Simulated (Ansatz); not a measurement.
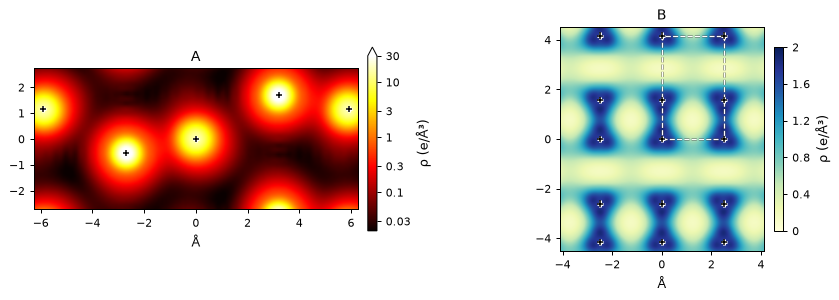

The valence electron density of 2 systems, each on a plane through atoms (crosses mark nuclei in the plane).

These are results of DFT r2SCAN, scalar-relativistic, plane waves, PAW (Ansatz 0.2.0), not measurements.

System 1: C, the (100) plane of the conventional cell. Space group P6₃/mmc.

```cif
data_structure
_symmetry_space_group_name_H-M 'P 1'
_symmetry_Int_Tables_number 1
_cell_length_a 2.5032
_cell_length_b 2.5032
_cell_length_c 4.1689
_cell_angle_alpha 90.000
_cell_angle_beta 90.000
_cell_angle_gamma 120.000
_cell_volume 22.62
loop_
_atom_site_label
_atom_site_type_symbol
_atom_site_fract_x
_atom_site_fract_y
_atom_site_fract_z
_atom_site_occupancy
C1 C 0.33333 0.66667 0.06273 1
C2 C 0.66667 0.33333 0.56273 1
C3 C 0.33333 0.66667 0.43727 1
C4 C 0.66667 0.33333 0.93727 1
```

System 2: SnSe, the (010) plane of the conventional cell. Space group Pnma; changed on purpose from its base cell (volume × 1.03, shape and atoms relaxed).

```yaml
crystal:
  lattice:
    - [11.84341, 0.00000, 0.00000]
    - [0.00000, 4.13782, 0.00000]
    - [0.00000, 0.00000, 4.75532]
  atoms:
    - { symbol: Sn, position: [0.12254, 0.25000, 0.12900] }
    - { symbol: Sn, position: [0.37746, 0.75000, 0.62900] }
    - { symbol: Sn, position: [0.62254, 0.25000, 0.37100] }
    - { symbol: Sn, position: [0.87746, 0.75000, 0.87100] }
    - { symbol: Se, position: [0.35081, 0.25000, 0.01205] }
    - { symbol: Se, position: [0.14919, 0.75000, 0.51205] }
    - { symbol: Se, position: [0.85081, 0.25000, 0.48795] }
    - { symbol: Se, position: [0.64919, 0.75000, 0.98795] }
```

### Match each panel to its system.

Panel A is system 2, SnSe: the plane holds Sn and Se. Sn–Se (2.76 Å): ρ at the midpoint is about 0.36 e/Å³. Panel B is system 1, C: the plane holds C. C–C (1.56 Å): the density is about 1.6 e/Å³ at the midpoint.
